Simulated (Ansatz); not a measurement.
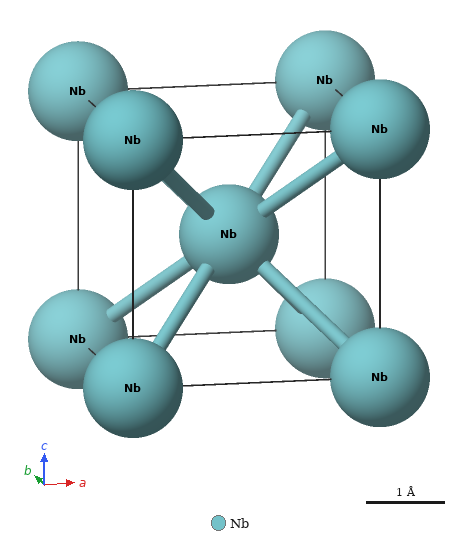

Reference structure: a crystal of Nb (set up in Im-3m). A ball-and-stick model of the conventional cell (2 times the calculation's cell), seen slightly off an axis. Lengths and directions refer to the drawn axes.

Level of theory: DFT PBEsol, scalar-relativistic, plane waves, PAW in Ansatz 0.2.0. Settings: plane-wave cutoff 420 eV; k-point mesh 18 × 18 × 18; occupations gaussian; smearing width 0.1 eV; no spin polarisation.

The variant: All lengths are scaled by +1.0 % (volume +3.0 %), the atoms keeping their fractional coordinates. No relaxation follows.

Input file:
```yaml
crystal:
  lattice:
    - [-1.6524235181, 1.6524235181, 1.6524235181]
    - [1.6524235181, -1.6524235181, 1.6524235181]
    - [1.6524235181, 1.6524235181, -1.6524235181]
  atoms:
    - { symbol: Nb, position: [0.0, 0.0, 0.0] }
basis:
  ecutwfc: 420
kpoints:
  mp_grid: { grid: [18, 18, 18] }
hamiltonian:
  xc: pbesol
scf:
  occupations: { method: gaussian, width: 0.1 }
output:
  forces: true
  stress: true
  eigenvalues: true
```

Command:
```bash
ansatz run input.yaml --threads 1 --pin off --max-ram 2560MiB --backend cpu --events-out ev --progress --plain --runs-dir out
```

What is the effect?

Some distances before and after: Nb–Nb 2.834 → 2.862 Å. The space group stays Im-3m (No. 229). It costs 8.7 meV per atom. Pressure: 0.0 GPa before, −5.0 GPa after. All forces vanish by symmetry. Both are metals.
